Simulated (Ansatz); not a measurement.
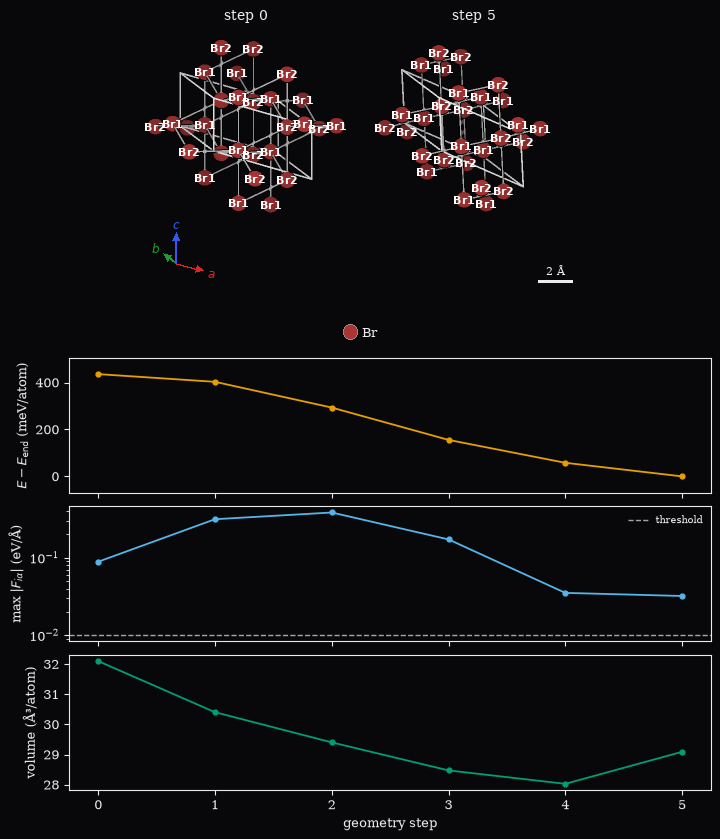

First and last geometry of a relaxation of solid Br (built on the Bi_12 type), with the history of the run. Style: ball-and-stick. Shown: the conventional cell (2 times the calculation's cell), slightly off an axis. Lengths and directions refer to the drawn axes.

Case: Bi type (C2/m, No. 12).

Theory: Ansatz 0.2.0, DFT PBE, scalar-relativistic, plane waves, PAW.

The input:
```yaml
crystal:
  lattice:
    - [3.3563306516, -3.0737625957, 0.0]
    - [3.3563306516, 3.0737625957, 0.0]
    - [-1.1578972548, 0.0, 3.1114980264]
  atoms:
    - { symbol: Br, position: [0.2518, 0.2518, 0.149] }
    - { symbol: Br, position: [0.7482, 0.7482, 0.851] }
basis:
  ecutwfc: 420
kpoints:
  mp_grid: { grid: [12, 12, 18] }
hamiltonian:
  xc: pbe
scf:
  occupations: { method: gaussian, width: 0.1 }
output:
  forces: true
  stress: true
  eigenvalues: true
relax:
  adjacent_minimum: "off"
  f_tol: 0.01
  max_steps: 80
  cell: { stress_tol: 0.05 }
```

> Did the run converge, and what did it change?

The run was cut off at its time limit before the relaxation converged, so the last structure is only a point on the way. The largest moves relative to the cell, 0.37 Å, are those of Br1 and Br2. Br2 goes along −c. Cell: a 6.713 → 5.887 Å (−12.3 %), b 6.148 → 6.795 Å (+10.5 %), c 3.320 → 3.373 Å (+1.6 %), β 110.4° → 120.4°. Volume −9.4 %. Among the contacts that change: Br1–Br2 3.334 → 2.550 Å, Br1–Br2 (another image) 3.174 → 2.544 Å, Br1–Br2 (another image) 3.227 → 3.810 Å, Br1–Br1 3.320 → 3.373 Å. The space group stays C2/m (No. 12). Over 5 geometry steps the energy falls by 436 meV per atom. The largest force component goes from 0.089 to 0.032 eV/Å. Pressure: −1.93 GPa at the start and 3.53 GPa at the end. The run took about 4 core-minutes on a shared host.

```tsv
step	E − E(0), meV/atom	largest force component, eV/Å	pressure, GPa	volume, Å³/atom
0	0.00	0.0886	-1.93	32.100
1	-32.89	0.3127	-1.17	30.405
2	-142.66	0.3817	-1.12	29.403
3	-280.43	0.1717	-0.13	28.474
4	-378.08	0.0351	1.80	28.029
5	-435.98	0.0320	3.53	29.090
```
